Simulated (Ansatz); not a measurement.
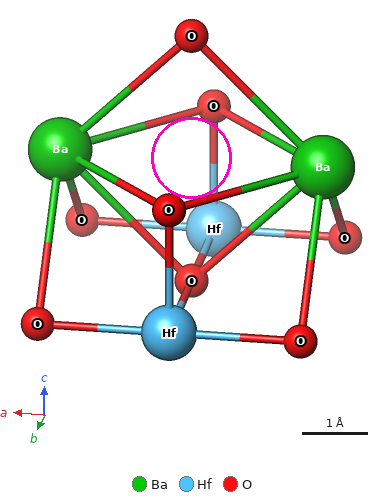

Perfect BaHfO₃. The picture is a ball-and-stick view of the atoms within 3.3 Å of one point, seen from a free direction.

These are results of DFT, PBEsol, PAW, plane waves in Ansatz, not measurements. (plane-wave cutoff 420 eV; k-point mesh 1 × 1 × 1; mesh shifted by (0.25, 0.25, 0.25); no spin polarisation) Fermi-Dirac smearing of 0.01 eV. The axes drawn are those of the host's conventional cell.

An extra oxygen atom is put between the host's atoms (an interstitial) at the ringed place, in charge state 0. The supercell has 40 sites, and the atoms are relaxed at the host's cell.

> Predict the relaxed surroundings of the defect.

The O atom starts with 4 O at 2.07 to 2.08 Å, 2 Ba at 2.08 Å around its place and ends with 1 O at 1.45 Å. Of the host's atoms, an oxygen atom moves furthest from its site, by 0.72 Å. The O atom itself moves 1.34 Å from where it was put.

The relaxed defect, seen from the same direction:

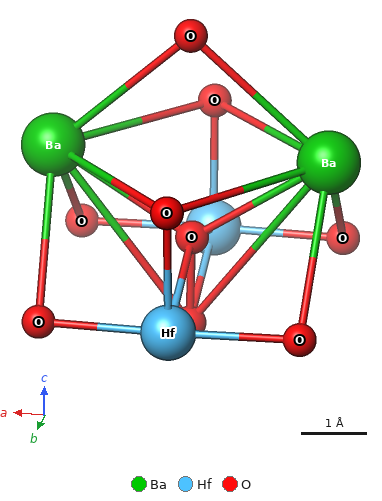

Limits of the set-up: the periodic images lie only 8.3 Å apart, so the values are limited by the cell's size.
